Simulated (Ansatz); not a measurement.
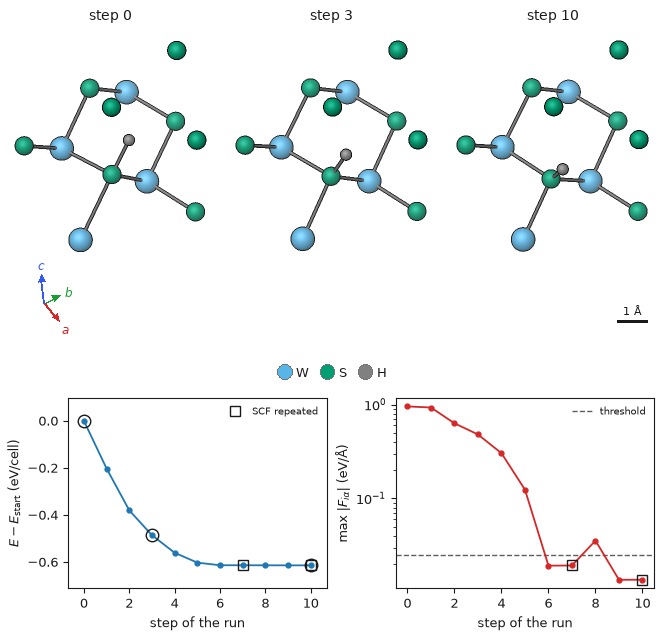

Frames of a relaxation of a defect cell of composition HW24S48 (cell charge +1) (coarse preliminary run), marked on the history of the run. Style: ball-and-stick. Shown: the atoms within 4.2 Å of the atom that moves most (axes of the cell of the calculation (origin shifted)), from a free direction.

Case: H interstitial, charge +1, atoms relaxed at the host's cell.

Theory: DFT PBE, scalar-relativistic, plane waves, PAW in Ansatz. (plane-wave cutoff 420 eV; k-point mesh 1 × 1 × 1; occupations gaussian; smearing width 0.01 eV; no spin polarisation; atoms relaxed in a fixed cell; force threshold 0.025 eV/Å; at most 45 steps)

Describe the path.

Over 8 accepted moves (10 points after the start) the energy falls by 0.614 eV per cell of the calculation. The largest force component goes from 0.96 to 0.014 eV/Å. 2 steps only repeated the SCF at the same geometry. The largest move is that of the H atom, 1.14 Å roughly along [0 −1 −1]. By element the largest moves are H 1.14 Å, S 0.27 Å, W 0.07 Å. The lattice vectors keep their values. Among the contacts that change: S–W 2.674 → 2.392 Å, W–W 3.180 → 3.284 Å, H–S 1.435 → 1.370 Å, S–W 2.446 → 2.389 Å. Among the angles between lasting bonds that change: W–S–H 177.8° → 127.3°, W–S–H 103.6° → 127.6°, W–S–W 78.0° → 86.8°. From step 0 to 3: the H atom moves most (0.58 Å), energy −0.486 eV per cell of the calculation. From step 3 to 10: the H atom moves most (0.56 Å), energy −0.128 eV per cell of the calculation.

Limits of the set-up: the cell is charged, on a uniform background, and energies carry no finite-size correction.
